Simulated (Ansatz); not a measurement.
**A Fermi-surface study of Cu (I4/mmm)**

Input

```yaml
crystal:
  lattice:
    - [-1.44279332, 1.44279332, 1.37608145]
    - [1.44279332, -1.44279332, 1.37608145]
    - [1.44279332, 1.44279332, -1.37608145]
  atoms:
    - { symbol: Cu, position: [0.0, 0.0, 0.0] }
basis:
  ecutwfc: 420
kpoints:
  mp_grid: { grid: [20, 20, 20] }
hamiltonian:
  xc: pbe
scf:
  occupations: { method: gaussian, width: 0.05 }
output:
  forces: true
  eigenvalues: true
  eigenstates:
    nscf_kmesh: { grid: [24, 24, 24] }
    top_band: c6
    de_dk: true
    localisation: false
  stress: true
checkpoint:
  write: ck
  compress: false
  write_wavefunctions: false
  write_every: 100000
```

Launched as:

```sh
ansatz run input.yaml --threads 1 --pin off --max-ram 3072MiB --backend cpu --events-out ev --progress --plain --runs-dir out
```

Method: DFT PBE, scalar-relativistic, plane waves, PAW; levels and slopes on a k mesh at the converged density (Ansatz 0.2.0). No spin polarisation. k mesh for the levels: 24×24×24. Cell and positions as given, without relaxation (residual pressure 7 GPa). The cell comes from a database of computed structures, not from a measurement.

### 1. The sheets

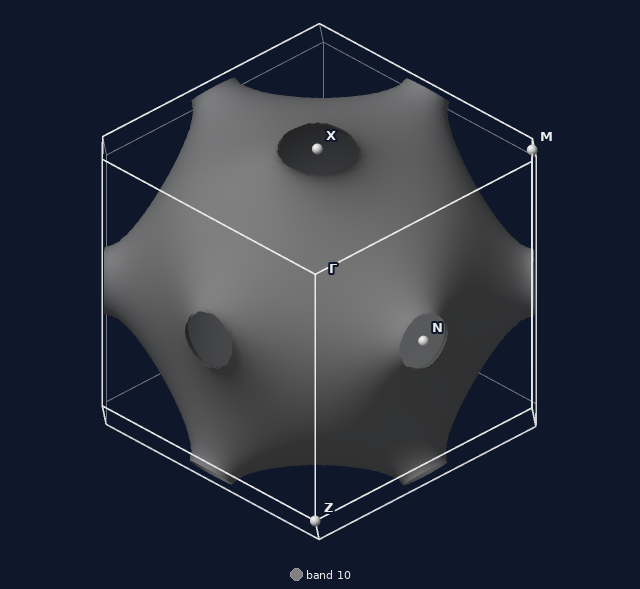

The figure shows the computed Fermi surface of this crystal. One band crosses. The brighter face of a sheet looks towards empty states.

**What does each sheet look like, and where are the electron and hole pockets?**

One band crosses the Fermi level; this is a three-dimensional metal.

Band 10: an open network that joins neighbouring zones in all directions (the band is filled at Γ, X and N and empty at M and P).

### 2. Speeds

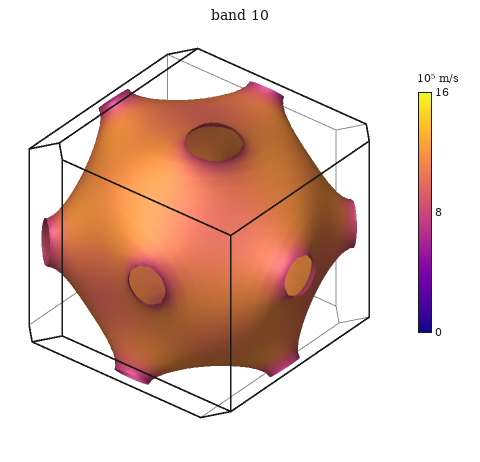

Fermi surface of this crystal, coloured by the Fermi speed.

**How fast are the electrons on each sheet?**

Band 10: 8.6 to 12 × 10⁵ m/s over most of the sheet, 11 × 10⁵ m/s on average over states.

### 3. Cuts and bands

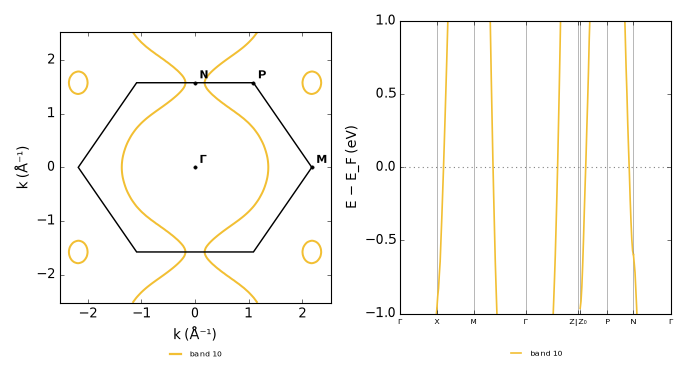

This crystal: cut through the Fermi surface in the plane through Γ, M and P, and the bands that cross the Fermi level.

**For each band, read its level at the labelled points (eV from the Fermi level).**

```json
{"band": "band 10", "Γ": "below", "M": "above", "X": "−0.96", "P": "above", "N": "−0.60"}
```

Negative values are filled states; "above" and "below" lie outside the plotted window.

The mesh is coarse (steps of 0.13 Å⁻¹). Necks and pockets thinner than about two mesh steps aren't resolved, so separate pockets may in truth be joined.

The run (self-consistency and the dense mesh) took 10 s on 1 thread of Intel(R) Xeon(R) Platinum 8488C (Sapphire Rapids) (shared host), peak memory 0.44 GiB.
